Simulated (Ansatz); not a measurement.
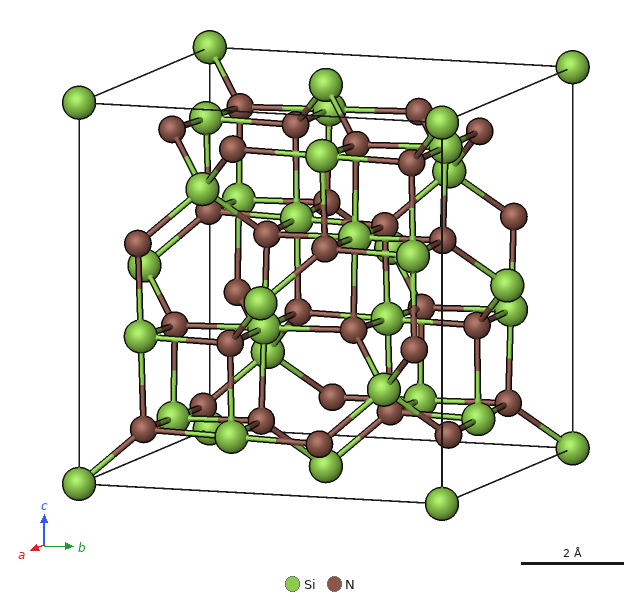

Shown here is a ball-and-stick view of the crystal, taken slightly off an axis. Lines trace the edges of the conventional unit cell. Cell: a = 7.59 Å, b = 7.59 Å, c = 7.59 Å, α = 90.00°, β = 90.00°, γ = 90.00°.

The geometry is that of a generated cell, made by putting these elements into a known structure type (the compound may or may not exist in this form), without relaxation. Ansatz was used for an electronic-structure calculation on it.

Question: Caption:

Answer: Its composition is Si$_{3}$N$_{4}$. It is face-centred cubic, space group Fd-3m (No. 227). With Z = 8, the cell contains 24 Si, 32 N. Around each N lie four Si at about 1.7 to 1.9 Å. Si takes two kinds of site: 16d with six N in an octahedral arrangement at about 1.9 Å; 8a with four N in a tetrahedral arrangement at about 1.7 Å. The bonds build a three-dimensional framework.

Theory: Ansatz, DFT, PAW plane waves, r2SCAN. Numerical settings: plane waves up to 500 eV, k-points about 0.24 Å⁻¹ apart, Fermi-Dirac smearing of 0.044 eV, no spin polarisation.

Question: Is it conducting or gapped at this level?

Answer: An insulator at this level, with a gap of 4.25 eV on the k-mesh.

Question: Give the Bader charge of each element.

Answer: Si +3.23 e; N -2.42 e.

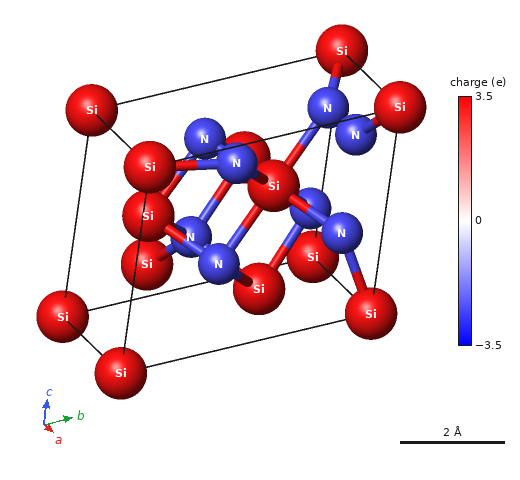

The atoms coloured by those charges. The run's cell of 14 atoms is drawn, so axes and origin can differ from the first picture.

Question: Can this geometry be taken as optimised?

Answer: No. The largest force is 1.02 eV/Å, on N. The pressure is 19.3 GPa, so the cell would expand.
